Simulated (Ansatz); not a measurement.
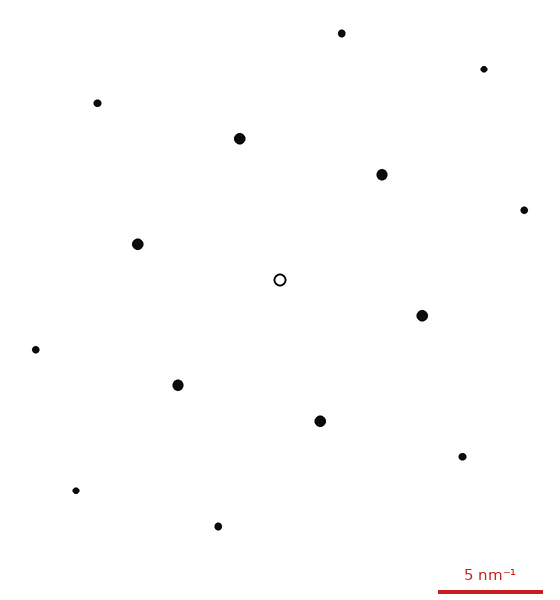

Simulated selected-area electron diffraction pattern (200 kV, kinematic approximation, thin crystal, B = 0.8 Å² for all atoms).

Question: Describe the geometry of this pattern.

Answer: The spots form a hexagonal net with both shortest vectors at d = 1.41 Å, 60.0° apart.

Question: What is the point symmetry of the pattern, intensities included?

Answer: 6mm. Such a pattern arises along the three- or sixfold axis of a trigonal, hexagonal or cubic crystal.

Question: Which crystal and zone produced it?

Answer: This cannot be fixed from one zone alone; the pattern is [111] of W, space group Fm-3m (No. 225), a = 4.00 Å. The net vectors are -2 2 0 and -2 0 2. Structure: coordinates from a relaxation with DFT, PBEsol, plane waves (420 eV) with PAW, scalar-relativistic (Ansatz); the starting structure was generated, so it need not be a known form of this composition.
